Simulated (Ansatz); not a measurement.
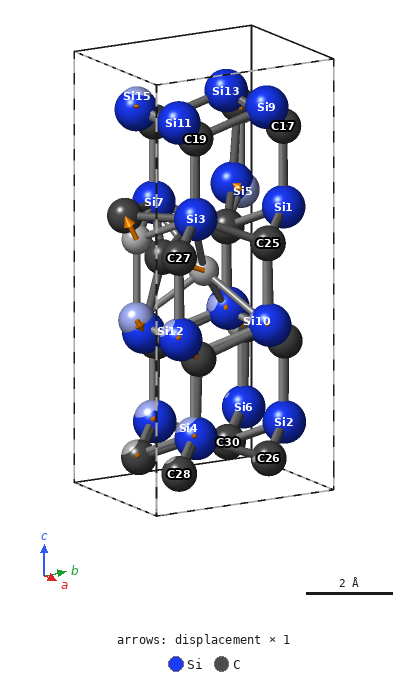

A relaxation of a defect cell of composition Si$_{16}$C$_{17}$. The starting structure is drawn faded, the final one solid; orange arrows show the displacements, at their true length.

A ball-and-stick model of the cell of the calculation (origin shifted), seen slightly off an axis.

Case: C interstitial, charge +0, atoms relaxed.

Computed with DFT PBE, scalar-relativistic, plane waves, PAW (Ansatz). (plane-wave cutoff 420 eV; k-point mesh 2 × 2 × 2; occupations gaussian; smearing width 0.02 eV; no spin polarisation; atoms relaxed in a fixed cell; force threshold 0.02 eV/Å; at most 60 steps)

> Which element moves most?

Carbon: up to 1.10 Å, against 0.33 Å for silicon.

> What happened in the run?

A C atom moves most: 1.10 Å roughly along [−1 −3 1]. By element the largest moves are C 1.10 Å, Si 0.33 Å. The cell doesn't change. Among the contacts that change: C–Si 2.116 → 3.034 Å, C–Si 1.907 → 2.797 Å, C–Si 2.180 → 3.035 Å, C–Si 2.390 → 3.164 Å. New bonds form, among them: C–C (1.85 → 1.36 Å). Bonds break, among them: C–Si (1.91 → 2.80 Å), C–Si (2.12 → 3.03 Å), C–Si (2.18 → 3.03 Å). Bond angles that change, for instance: C–Si–C 166.1° → 115.8°, Si–C–Si 92.8° → 125.4°, Si–C–Si 94.6° → 125.4°. After 11 accepted moves (13 points after the start) the energy has fallen by 3.171 eV per cell of the calculation. Largest force component: 2.1 eV/Å at the start, 0.01 eV/Å at the end. The line search rejected the trial steps at points 9, 11 of the run.

Limits of the set-up: the k-point mesh is coarse for a cell with partly filled bands; the periodic images lie only 6.2 Å apart, so the values are limited by the cell's size.
